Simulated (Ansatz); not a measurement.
Run report: C, band-structure calculation (part 2 of 2)

C (1 atom in the cell); DFT, PBE, PAW with Ansatz's default frozen-core files, scalar-relativistic, no spin polarisation (Ansatz 0.2.0); cutoff 420 eV, 24×24×22 k-mesh, Fermi–Dirac smearing of 0.1 eV. It belongs to a series of runs on one base structure; here: volume scaled by 1, PAW files.

Geometry of the input (Å; fractional positions):
```
2.0411  0.0000  0.0000
-1.0205  1.7676  0.0000
0.0000  0.0000  1.5679
C  0.0000  0.0000  0.0000
```

File dos.tsv:
```
# E-E_F[eV]	g_bin_mean(E)[states/eV]	N(E)
# format = ansatz-dos/2
# fermi_ev = 14.200861
# fermi_mp_grid = 24 24 22
# fermi_mp_shift = 0 0 0
# tetrahedron_fermi_ev = 14.157372
# g_bin_mean(E): the states in a bin one row spacing wide, centred on E, divided by that spacing. States that the method places at a single energy (under output.dos.method: tetrahedron, those of a tetrahedron whose four corners have one energy) are counted whole in the row whose bin holds that energy (on the edge of two bins, in the lower row). The sum of g_bin_mean over a run of rows, times the row spacing, is the number of states from half a spacing under the first of them to half a spacing over the last (a plain sum, not the trapezoid rule).
-14.000000	1.641099e-1	8.090621e-1
-13.800000	1.678560e-1	8.422517e-1
-13.600000	1.720427e-1	8.762259e-1
-13.400000	1.771941e-1	9.111182e-1
-13.200000	1.834906e-1	9.471604e-1
-13.000000	1.967638e-1	9.850716e-1
-12.800000	2.010500e-1	1.025080e0
-12.600000	2.039353e-1	1.066007e0
-12.400000	1.983108e-1	1.105957e0
-12.200000	1.962214e-1	1.145325e0
-12.000000	2.026841e-1	1.185391e0
-11.800000	1.998014e-1	1.225523e0
-11.600000	1.968684e-1	1.265233e0
-11.400000	1.918968e-1	1.304100e0
-11.200000	1.949506e-1	1.342389e0
-11.000000	2.054183e-1	1.382771e0
-10.800000	2.009441e-1	1.423431e0
-10.600000	2.005317e-1	1.463205e0
-10.400000	1.987655e-1	1.503483e0
-10.200000	1.983850e-1	1.543157e0
-10.000000	1.979951e-1	1.582764e0
-9.800000	1.998573e-1	1.622479e0
-9.600000	2.038942e-1	1.662938e0
-9.400000	2.046420e-1	1.703773e0
-9.200000	2.061989e-1	1.744825e0
-9.000000	2.091616e-1	1.786337e0
-8.800000	2.124602e-1	1.828491e0
-8.600000	2.179857e-1	1.871382e0
-8.400000	2.275817e-1	1.916083e0
-8.200000	2.301490e-1	1.961932e0
-8.000000	2.293631e-1	2.007947e0
-7.800000	2.318805e-1	2.053876e0
-7.600000	2.386444e-1	2.100929e0
-7.400000	2.456671e-1	2.149323e0
-7.200000	2.520270e-1	2.199119e0
-7.000000	2.622697e-1	2.250655e0
-6.800000	2.462867e-1	2.302498e0
-6.600000	2.230996e-1	2.348908e0
-6.400000	2.084195e-1	2.392008e0
-6.200000	1.896702e-1	2.432294e0
-6.000000	1.686876e-1	2.467200e0
-5.800000	1.743535e-1	2.501449e0
-5.600000	1.809325e-1	2.536968e0
-5.400000	1.878781e-1	2.573842e0
-5.200000	1.944098e-1	2.612079e0
-5.000000	2.015349e-1	2.651661e0
-4.800000	2.088197e-1	2.692697e0
-4.600000	2.168616e-1	2.735229e0
-4.400000	2.254226e-1	2.779460e0
-4.200000	2.341273e-1	2.825406e0
-4.000000	2.435063e-1	2.873139e0
-3.800000	2.548144e-1	2.922925e0
-3.600000	2.676795e-1	2.975129e0
-3.400000	2.829415e-1	3.030109e0
-3.200000	3.044536e-1	3.088617e0
-3.000000	3.401051e-1	3.152423e0
-2.800000	3.856938e-1	3.225502e0
-2.600000	3.965040e-1	3.304956e0
-2.400000	3.822923e-1	3.382390e0
-2.200000	3.828507e-1	3.459173e0
-2.000000	3.510140e-1	3.533853e0
-1.800000	2.991559e-1	3.598238e0
-1.600000	2.746170e-1	3.655129e0
-1.400000	2.525591e-1	3.707986e0
-1.200000	2.351407e-1	3.756539e0
-1.000000	2.233062e-1	3.802293e0
-0.800000	2.143306e-1	3.845999e0
-0.600000	2.074659e-1	3.888130e0
-0.400000	2.021385e-1	3.929042e0
-0.200000	1.987607e-1	3.969125e0
0.000000	1.956644e-1	4.008504e0
0.200000	1.951396e-1	4.047580e0
0.400000	1.936639e-1	4.086497e0
0.600000	1.922009e-1	4.125041e0
0.800000	1.921128e-1	4.163433e0
1.000000	1.949064e-1	4.202057e0
1.200000	1.997151e-1	4.241475e0
1.400000	2.059097e-1	4.282015e0
1.600000	2.128747e-1	4.323871e0
1.800000	2.225599e-1	4.367248e0
2.000000	2.439678e-1	4.413677e0
2.200000	2.710092e-1	4.464953e0
2.400000	3.161428e-1	4.523054e0
2.600000	3.200548e-1	4.588405e0
2.800000	3.133792e-1	4.651493e0
3.000000	3.112226e-1	4.713971e0
3.200000	3.090824e-1	4.775952e0
3.400000	3.077132e-1	4.837651e0
3.600000	3.042081e-1	4.898935e0
3.800000	2.997301e-1	4.959259e0
4.000000	2.953515e-1	5.018814e0
4.200000	2.914696e-1	5.077469e0
4.400000	2.875484e-1	5.135366e0
4.600000	2.872555e-1	5.192724e0
4.800000	2.855820e-1	5.250236e0
5.000000	2.846101e-1	5.307060e0
5.200000	2.827917e-1	5.363798e0
5.400000	2.845401e-1	5.420527e0
5.600000	2.847051e-1	5.477296e0
5.800000	2.930972e-1	5.535016e0
6.000000	2.958115e-1	5.594005e0
6.200000	2.812820e-1	5.652333e0
6.400000	2.683086e-1	5.706957e0
6.600000	2.797761e-1	5.760942e0
6.800000	3.012945e-1	5.819289e0
7.000000	3.390170e-1	5.882065e0
7.200000	4.389924e-1	5.959396e0
7.400000	4.345656e-1	6.049938e0
7.600000	4.187626e-1	6.134499e0
7.800000	4.045489e-1	6.217379e0
8.000000	3.709306e-1	6.294546e0
```

File populations.tsv:
```
# site	symbol	l	j	q
# orbitals = lowdin
# n_electrons = 4.000000
# spilling = 0.004710
0	C	0_2S	-	1.170045
0	C	1_2P	-	2.811115
```

File rho_z.tsv:
```
# z_ang	rho[e/angstrom^3]
# format = ansatz-planar-average/11
# lattice	2.041075172	0.000000000	0.000000000
# lattice	-1.020537586	1.767622950	0.000000000
# lattice	0.000000000	0.000000000	1.567882343
# sites	1
# site	6	0.000000000	0.000000000	0.000000000
0.000000	8.689973e-1
0.130657	8.521209e-1
0.261314	7.991773e-1
0.391971	7.151572e-1
0.522627	6.234783e-1
0.653284	5.541052e-1
0.783941	5.284580e-1
0.914598	5.541052e-1
1.045255	6.234783e-1
1.175912	7.151572e-1
1.306569	7.991773e-1
1.437225	8.521209e-1
```

File v_z.tsv:
```
# z_ang	v_es[eV]	v_tot[eV]
# format = ansatz-planar-average/11
# xc	pbe
# density_cutoff_ev	1680
# datasets	C=:simpson_from_first_knot:soft
# lattice	2.041075172	0.000000000	0.000000000
# lattice	-1.020537586	1.767622950	0.000000000
# lattice	0.000000000	0.000000000	1.567882343
# sites	1
# site	6	0.000000000	0.000000000	0.000000000
0.000000	-7.614363e0	-2.273121e1
0.130657	-6.189943e0	-2.115243e1
0.261314	-2.455779e0	-1.697351e1
0.391971	2.406353e0	-1.146574e1
0.522627	7.091523e0	-6.040623e0
0.653284	1.019833e1	-2.369480e0
0.783941	1.115026e1	-1.237923e0
0.914598	1.019833e1	-2.369480e0
1.045255	7.091523e0	-6.040623e0
1.175912	2.406353e0	-1.146574e1
1.306569	-2.455779e0	-1.697351e1
1.437225	-6.189943e0	-2.115243e1
```

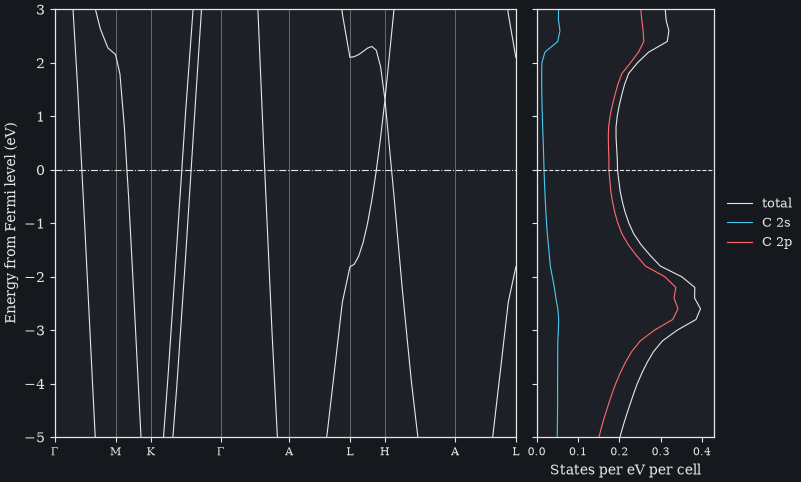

*Band structure along Γ–M–K–Γ–A–L–H–A–L and density of states (projected on Löwdin-orthogonalised atomic shells), with energies from the Fermi level.*

Bands cross the Fermi level: a metal at this level of theory.

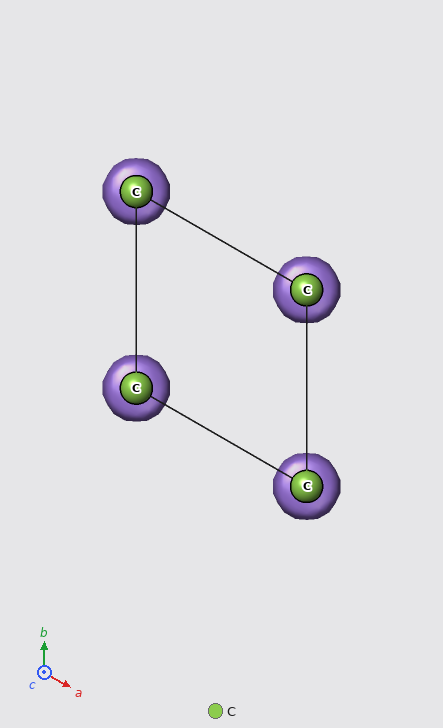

*Isosurface of the electron localisation function at 0.8 (purple), seen along the c axis. Core shells and regions of very low density are left out. Sticks mark near contacts. The outline is the cell set on symmetry axes.*

Profiles from the grid: C–C (1.57 Å): the ELF peaks at about 0.90 between the atoms, which marks a shared electron pair. In a PAW calculation such maps are meaningful between the atoms, not at the nuclei.

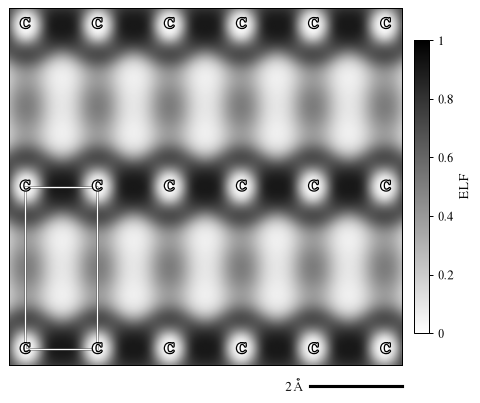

*ELF on the (110) plane of the conventional cell.*

The section cuts through C sites. C–C (1.57 Å): the ELF peaks at about 0.90 between the atoms (a covalent bond).

Results in brief:

| quantity | value |
| --- | --- |
| outcome | converged |
| space group (tolerance 0.01 Å) | P6/mmm (191) |
| electrons treated | 4 |
| free energy | −247.9963 eV |
| Fermi energy | 14.201 eV |
| pressure | 0.01 GPa |
| electronic character | metal |
| largest force (length of the vector) | under 0.001 eV/Å |
| wall time | 2.8 s |
| peak memory | 0.35 GiB |
